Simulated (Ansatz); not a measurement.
## Geometry relaxation, with input and output: MgZn3O4 (part 2 of 2)

Continued. System: MgZn3O4 (P1, 8 atoms in the cell). Method: DFT, PBEsol, plane waves, PAW, no spin polarisation (Ansatz 0.2.0); cutoff 420 eV, 4×4×6 k-mesh, Fermi–Dirac smearing of 0.05 eV. The structure was built on a prototype by a generator; it need not be a known phase.

Geometry of the input (Å; fractional positions):
```
3.0665  -4.2131  0.0430
3.0478  4.1998  -0.0100
0.0166  -0.0188  3.0426
Mg 0.4987  0.4944  0.0039
Zn 0.0066  0.5043  0.5123
Zn 0.4991  0.0032  0.4964
Zn -0.0019  -0.0040  0.0095
O  0.2393  0.7432  -0.0089
O  0.7417  0.7501  0.4941
O  0.2571  0.2582  0.4864
O  0.7598  0.2554  0.0009
```

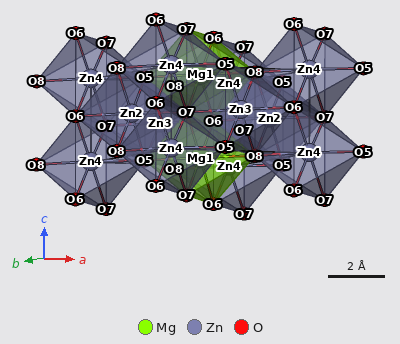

**Figure 1.** The geometry at step 3 of the log (polyhedral view of the cell of the calculation, seen at an oblique angle; polyhedra are completed across the faces of the cell; atoms are numbered from 1 in the order of the input).

## Log, continued
```
relax step   6: F+E_penalty+E_count = -14001.61332606 eV  Δ(F+E_penalty+E_count) = -3.280e-4 eV  max|allowed force component| = 1.655e-3 eV/Å  Δτ_max = 0.0013 Å  P = -0.001 GPa  Ω = 76.934 Å³  energy of the carried Pulay correction = +2.319e-4 eV  (6 SCF iters, dr2 threshold 1.24e-7 eV, accepted)
iter 1 solved again at ethr=3.29e-8 eV; its pass at ethr=3.10e-3 eV (dr2=2.30e-5 eV) is discarded
SCF iter   1: F=—  HF=-14001.613254 eV  |F-HF|=—  |Δ(HF+E_count)|=         —  Δρ=1.25e-5  dr2=1.86e-8  ethr=3.29e-8  ⟨swp⟩=3.1  Hψ=16195  notcnv=0
preconditioner: auto → Resta (q_TF=auto, 2.686 Å⁻¹)  ε∞=6.8  [insulator: Δε(μ)=1.303 eV  Ē_g=13.824 eV  σ=0.050 eV  W_gap=1.00  n_scr=30 (ndim 8)  ℏωp=33.3 eV  f_vac=0.000  D(μ)=0.00/eV (n_scr^D=0)  ε∞_Penn≈6.8]
SCF iter   2: F=—  HF=-14001.613244 eV  |F-HF|=—  |Δ(HF+E_count)|=   9.21e-6  Δρ=6.72e-6  dr2=5.17e-9  ethr=2.66e-11  ⟨swp⟩=3.0  Hψ=4210  notcnv=0
SCF iter   3: F=—  HF=-14001.613244 eV  |F-HF|=—  |Δ(HF+E_count)|=   1.09e-8  Δρ=1.34e-6  dr2=5.37e-10  ethr=7.38e-12  ⟨swp⟩=2.0  Hψ=3911  notcnv=0
SCF iter   4: F=—  HF=-14001.613244 eV  |F-HF|=—  |Δ(HF+E_count)|=  2.67e-10  Δρ=3.52e-7  dr2=1.29e-10  ethr=1.00e-12  ⟨swp⟩=2.0  Hψ=3933  notcnv=0
iter 5 did not close the SCF: its close was put off for the readings that it lacked (scf_convergence_deferred on its scf_iter line)
SCF iter   5: F=-14001.613244 eV  HF=-14001.613244 eV  |F-HF|=7.64e-11  |Δ(HF+E_count)|=  2.00e-11  Δρ=2.43e-7  dr2=5.39e-11  ethr=1.00e-12  ⟨swp⟩=2.3  Hψ=3191  notcnv=0
SCF iter   6: F=-14001.613244 eV  HF=-14001.613244 eV  |F-HF|=3.64e-12  |Δ(HF+E_count)|=  2.91e-11  Δρ=7.42e-8  dr2=6.59e-12  ethr=1.00e-12  ⟨swp⟩=3.1  Hψ=8125  notcnv=0
SCF 7 converged in 6 iterations: F = -14001.613244 eV  dr2 = 6.59e-12
relax step   7: F+E_penalty+E_count = -14001.61324438 eV  Δ(F+E_penalty+E_count) = +8.167e-5 eV  max|allowed force component| = 1.760e-3 eV/Å  Δτ_max = 0.0000 Å  P = -0.003 GPa  Ω = 76.934 Å³  stress off target by 1.45e-2 GPa  SCF on the basis re-selected at this cell (its energy is not comparable with the rows above)  (6 SCF iters)
```

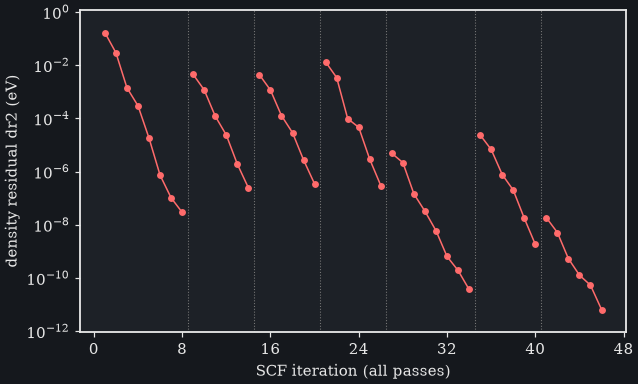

**Figure 2.** Convergence of the self-consistent field: density residual dr2 against the SCF iteration. The dotted lines part the SCF passes of the relaxation: geometry steps, rejected trials and re-solves on a re-selected basis. The 7 passes take 6 to 8 iterations each, 46 in all.

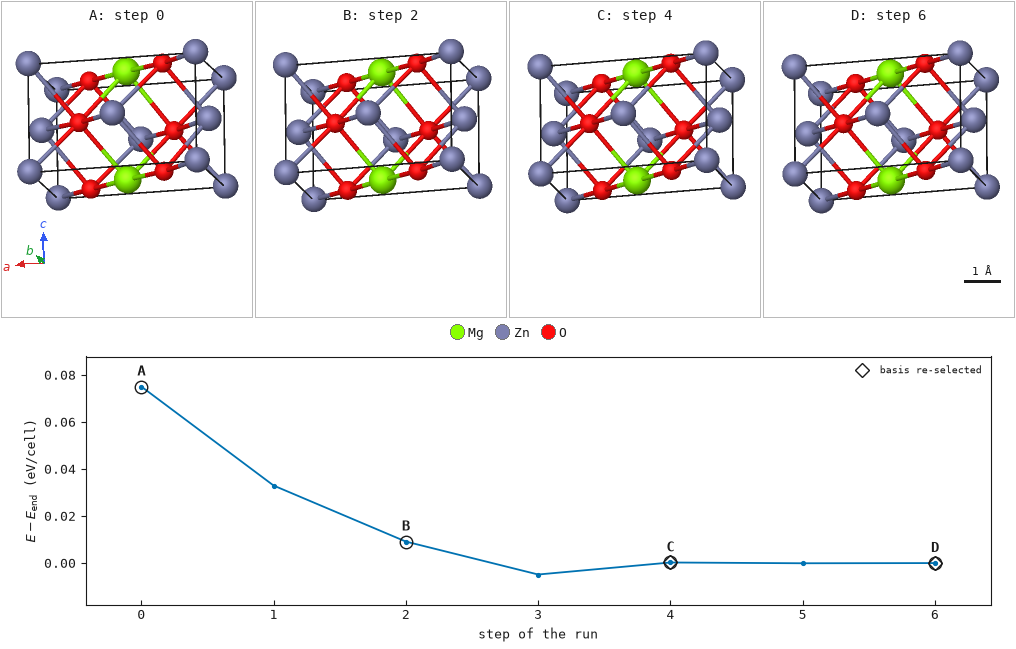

**Figure 3.** Frames of the relaxation (ball-and-stick view of the cell of the calculation, seen at an oblique angle) above the curves, on which the letters mark them (the first geometry is step 0 here and step 1 in the log).

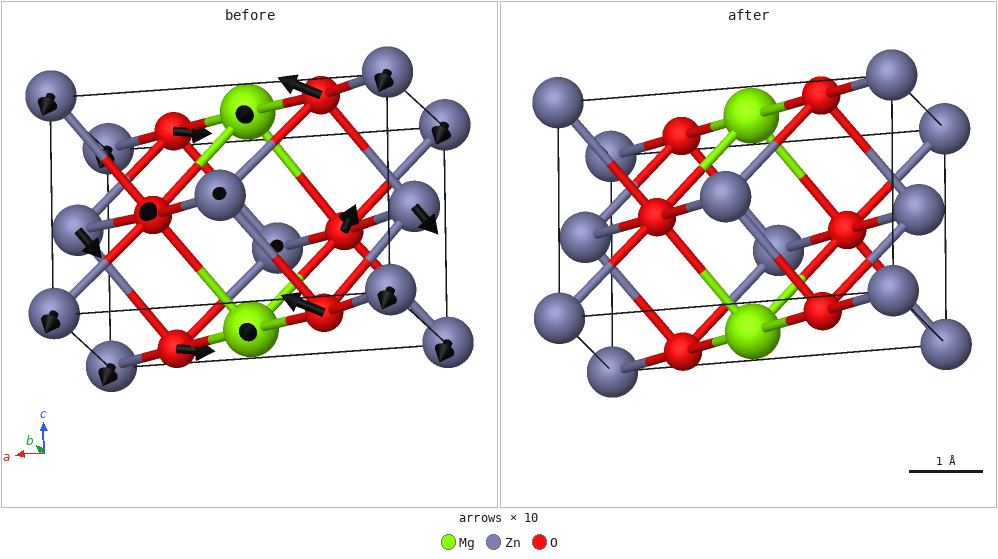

**Figure 4.** Before (left) and after (right) the relaxation, at one scale (ball-and-stick view of the cell of the calculation, seen at an oblique angle). The black arrows give the displacements (without the part carried along by the change of the cell), magnified 10 times. The largest move relative to the cell is that of O5, 0.065 Å. By element the largest moves are O 0.065 Å, Zn 0.051 Å, Mg 0.034 Å. The drawn cell changes as follows: a 5.211 → 5.204 Å (−0.1 %), b 5.189 → 5.203 Å (+0.3 %), c 3.043 → 3.014 Å (−1.0 %), α 90.2° → 90.0°, β 89.1° → 90.0°, γ 108.0° → 109.5°; the volume changes by −1.7 %. Among the contacts that change: Zn3–O5 2.223 → 2.128 Å, Zn4–O7 2.240 → 2.145 Å, Zn3–O8 2.207 → 2.128 Å, Zn2–O5 2.061 → 2.128 Å. Among the angles that change: Mg1–O7–Zn4 175.1° → 179.1°, Zn2–O5–Zn3 175.6° → 179.4°, Mg1–O8–Zn4 176.3° → 180.0°. The space group (tolerance 0.01 Å) goes from P1 (No. 1) to Cmmm (No. 65). The energy falls by 75.1 meV per cell of the calculation in 4 geometry steps. The largest force component goes from 0.49 to 0.0018 eV/Å. The pressure goes from −2.23 to 0.00 GPa. The basis was re-selected once at an unchanged geometry, which shifts the energy a little without any move. The energy change given includes the shifts at the re-selections in mid-walk, which come without any move. A last SCF at the same geometry on a re-selected plane-wave basis shifts the energy by +0.1 meV per cell of the calculation. (Atoms are counted from 1 in the order of the input.)

```
basis re-selected at this cell: Δ(F+E_penalty+E_count) = +8.167e-5 eV, ΔP = -0.002 GPa vs the last step (what re-selecting the basis moved, of the pressure what is left beyond the Pulay correction that the steps carried, after the strain that the cell walked since its last selection, with what the two solves' SCF thresholds leave and, on support functions, any second-order correction that the steps lacked; it is no measure of the basis error at this ecutwfc). This SCF's stress stands 1.45e-2 GPa from its target on what of the cell is left free (relax.cell.stress_tol is 5.00e-2 GPa) and its largest allowed force component is 1.76e-3 eV/Å (relax.f_tol is 1.00e-2 eV/Å): within both
SCF converged after 6 iterations
Free energy (F): -14001.613244 eV
Harris-Foulkes:  -14001.613244 eV  (|F-HF|=3.64e-12)
Internal energy: -14001.613244 eV  (E = F + TS)
E sigma→0 (E₀):  -14001.613244 eV
Entropy (-TS):   -0.000000 eV (-0.000 meV/atom)
Fermi energy:    10.554441 eV
--- Per-component energies (eV) ---
  E_band       = -51.776603
  E_kinetic    = 1173.611670
  E_local      = -6720.120848  (includes V_loc(G=0)·N_el)
  E_nonlocal   = 2156.842037
  E_hartree    = 2648.024671
  E_xc         = -727.147260
  E_vxc        = -569.404453  (∫ρ·V_xc dr)
  E_paw        = -6281.593465  (= ΣΔE_a)
  E_vpaw       = -1388.763099  (= ΣTr[D̂ρ^β])
  E_aug_tail   = 0.008745  (compensation charges beyond the density's cutoff)
  E_ewald      = -6253.830874
  E_core_change = 2.592079  (= ΣΔE_core)
  E_smearing   = -0.000000  (= −TS)
  E_closure    = -0.000000  (closes the sum)
  Σ components = -14001.613244   (vs F -14001.613244, Δ=0.00e0)
--- Forces (eV/Å), atoms counted from 1 ---
  atom   1  Mg     0.00007496    -0.00008404    -0.00012655
  atom   2  Zn    -0.00008578    -0.00008378    -0.00000106
  atom   3  Zn    -0.00012447    -0.00004176     0.00001809
  atom   4  Zn     0.00003121    -0.00013907    -0.00026815
  atom   5  O      0.00010616    -0.00028545    -0.00004254
  atom   6  O     -0.00173700     0.00000546    -0.00014039
  atom   7  O      0.00176043     0.00015444     0.00030191
  atom   8  O     -0.00002526     0.00047427     0.00025892
  max |Σ_I F_I| component: 2.59e-7 eV/Å
--- Stress (GPa, compression-positive) ---
       -0.003914       0.004147      -0.000541
        0.004147       0.007511       0.003124
       -0.000541       0.003124      -0.013924
  P = ⅓ Tr σ = -0.0034 GPa (-0.034 kbar)
--- Relaxed structure (5 steps of the walk, 5 accepted, 2 SCFs on fresh bases) ---
  F+E_penalty+E_count = -14001.61324438 eV   max|allowed force component| = 1.760e-3 eV/Å   (the final SCF, on the basis selected at the relaxed cell)
  cell:  # Å, volume = 76.9343 Å³
    - [3.0046434928036696, -4.248542894926227, 7.133741789381448e-5]
    - [3.0044602475776343, 4.248409540656272, -7.497039170071586e-5]
    - [-1.790424686905212e-6, -5.235489764721102e-5, 3.013541535854757]
  atoms:
    - { symbol: Mg, position: [0.5000440494481082, 0.5006067041893657, -0.0006572207462537151] }
    - { symbol: Zn, position: [4.920287501797061e-5, 0.5006146817797046, 0.4993388674698775] }
    - { symbol: Zn, position: [0.5000494150386555, 0.000611818253074665, 0.49933740659551545] }
    - { symbol: Zn, position: [4.3695478052012175e-5, 0.0006100616919337087, -0.0006369210575727107] }
    - { symbol: O, position: [0.25133953160700817, 0.7493065320905715, -0.0006469925896479577] }
    - { symbol: O, position: [0.7459602877019594, 0.7465272111545023, 0.49935405359908414] }
    - { symbol: O, position: [0.25413425565773234, 0.25468301399063137, 0.4993203081973451] }
    - { symbol: O, position: [0.7487577561934659, 0.25190605155021634, -0.0006907441683485083] }
```

## Trajectory as extended XYZ (Å, eV, eV/Å), 7 frames, from step=1 to step=7
```
8
Lattice="3.0665 -4.2131 0.0430 3.0478 4.1998 -0.0100 0.0166 -0.0188 3.0426" Properties=species:S:1:pos:R:3:forces:R:3 step=1 energy=-14001.53818 pressure_GPa=-2.23
Mg    3.0363   -0.0247    0.0285    0.3149   0.1104  -0.2008
Zn    1.5658    2.0808    1.5540   -0.3081   0.1147  -0.1887
Zn    1.5485   -2.0987    1.5319    0.0591  -0.1637   0.0544
Zn   -0.0177   -0.0089    0.0289    0.0016   0.1943  -0.0887
O     2.9988    2.1134   -0.0243    0.4949  -0.0639   0.1044
O     4.5688    0.0158    1.5278   -0.1939   0.0358   0.0921
O     1.5833   -0.0078    1.4884   -0.0483  -0.3896   0.2401
O     3.1082   -2.1285    0.0330   -0.3202   0.1621  -0.0128
8
Lattice="3.0345 -4.2007 0.0092 3.0363 4.2025 0.0176 0.0134 0.0034 3.0427" Properties=species:S:1:pos:R:3:forces:R:3 step=2 energy=-14001.58027 pressure_GPa=-0.98
Mg    3.0240   -0.0094    0.0232    0.1768   0.0688  -0.1725
Zn    1.5489    2.0907    1.5616   -0.1905   0.0912  -0.1577
Zn    1.5324   -2.0924    1.5170   -0.0024  -0.0192   0.0495
Zn   -0.0177    0.0011    0.0282    0.0771   0.0617  -0.0942
O     2.9972    2.1226   -0.0108    0.3013  -0.1154   0.0877
O     4.5317    0.0349    1.5257   -0.1314  -0.0166   0.0845
O     1.5727   -0.0086    1.4939   -0.0830  -0.1275   0.2004
O     3.0657   -2.1076    0.0110   -0.1480   0.0570   0.0021
8
Lattice="3.0219 -4.2049 0.0038 3.0202 4.2040 0.0105 0.0071 0.0027 3.0274" Properties=species:S:1:pos:R:3:forces:R:3 step=3 energy=-14001.60410 pressure_GPa=0.42
Mg    3.0188   -0.0042    0.0111    0.0521   0.0468  -0.1041
Zn    1.5254    2.0925    1.5389   -0.0567   0.0669  -0.1054
Zn    1.5230   -2.1003    1.5121   -0.0532   0.0460   0.0144
Zn   -0.0120    0.0058    0.0242    0.0849  -0.0294  -0.0840
O     3.0037    2.1182   -0.0137    0.0566  -0.0985   0.0795
O     4.5026    0.0294    1.5125   -0.0299  -0.1044   0.0589
O     1.5596   -0.0183    1.4955   -0.0860   0.0812   0.1186
O     3.0355   -2.1016    0.0011    0.0324  -0.0084   0.0218
8
Lattice="3.0078 -4.2453 0.0019 3.0060 4.2440 -0.0001 0.0009 -0.0007 3.0156" Properties=species:S:1:pos:R:3:forces:R:3 step=4 energy=-14001.61811 pressure_GPa=-0.01
Mg    3.0088    0.0017   -0.0013    0.0019  -0.0001  -0.0007
Zn    1.5056    2.1240    1.5061   -0.0018   0.0003  -0.0015
Zn    1.5064   -2.1205    1.5072   -0.0008  -0.0008  -0.0016
Zn    0.0019    0.0025   -0.0010    0.0008  -0.0004  -0.0043
O     3.0076    2.1127   -0.0013    0.0034   0.0079  -0.0002
O     4.4882    0.0019    1.5063   -0.0007  -0.0018   0.0034
O     1.5308    0.0008    1.5061   -0.0029   0.0026   0.0030
O     3.0097   -2.1093   -0.0012    0.0003  -0.0074   0.0014
8
Lattice="3.0078 -4.2453 0.0019 3.0060 4.2440 -0.0001 0.0009 -0.0007 3.0156" Properties=species:S:1:pos:R:3:forces:R:3 step=5 energy=-14001.61300 pressure_GPa=-0.11
Mg    3.0088    0.0017   -0.0013    0.0015  -0.0003  -0.0006
Zn    1.5056    2.1240    1.5061   -0.0016   0.0003  -0.0013
Zn    1.5064   -2.1205    1.5072   -0.0007  -0.0009  -0.0016
Zn    0.0019    0.0025   -0.0010    0.0005  -0.0004  -0.0041
O     3.0076    2.1127   -0.0013    0.0034   0.0085  -0.0002
O     4.4882    0.0019    1.5063   -0.0018  -0.0018   0.0030
O     1.5308    0.0008    1.5061   -0.0015   0.0025   0.0034
O     3.0097   -2.1093   -0.0012    0.0003  -0.0080   0.0014
8
Lattice="3.0046 -4.2485 0.0001 3.0045 4.2484 -0.0001 -0.0000 -0.0001 3.0135" Properties=species:S:1:pos:R:3:forces:R:3 step=6 energy=-14001.61333 pressure_GPa=-0.00
Mg    3.0065    0.0023   -0.0020    0.0001  -0.0001  -0.0001
Zn    1.5042    2.1266    1.5047   -0.0001  -0.0001   0.0000
Zn    1.5043   -2.1219    1.5048   -0.0001   0.0000   0.0000
Zn    0.0020    0.0024   -0.0019    0.0000  -0.0001  -0.0003
O     3.0064    2.1155   -0.0020    0.0001  -0.0004   0.0000
O     4.4843    0.0023    1.5048   -0.0016   0.0000  -0.0001
O     1.5288    0.0023    1.5047    0.0017   0.0002   0.0003
O     3.0066   -2.1109   -0.0020    0.0000   0.0006   0.0003
8
Lattice="3.0046 -4.2485 0.0001 3.0045 4.2484 -0.0001 -0.0000 -0.0001 3.0135" Properties=species:S:1:pos:R:3:forces:R:3 step=7 energy=-14001.61324 pressure_GPa=-0.00
Mg    3.0065    0.0023   -0.0020    0.0001  -0.0001  -0.0001
Zn    1.5042    2.1266    1.5047   -0.0001  -0.0001   0.0000
Zn    1.5043   -2.1219    1.5048   -0.0001   0.0000   0.0000
Zn    0.0020    0.0024   -0.0019    0.0000  -0.0001  -0.0003
O     3.0064    2.1155   -0.0020    0.0001  -0.0003   0.0000
O     4.4843    0.0023    1.5048   -0.0017   0.0000  -0.0001
O     1.5288    0.0023    1.5047    0.0018   0.0002   0.0003
O     3.0066   -2.1109   -0.0020    0.0000   0.0005   0.0003
```

## Key numbers

- outcome: converged
- space group (tolerance 0.01 Å): P1 (1) → Cmmm (65)
- electrons treated: 70
- free energy: −14001.6132 eV
- Fermi energy: 10.554 eV
- pressure: 0.00 GPa
- final volume: 76.93 Å³
- largest force (length of the vector) at the end: 0.002 eV/Å
- final cell: a = 5.204 Å, b = 5.203 Å, c = 3.014 Å, α = 90.00°, β = 90.00°, γ = 109.46°
- wall time: 19 s (CPU time 72 s)
- peak memory: 0.52 GiB
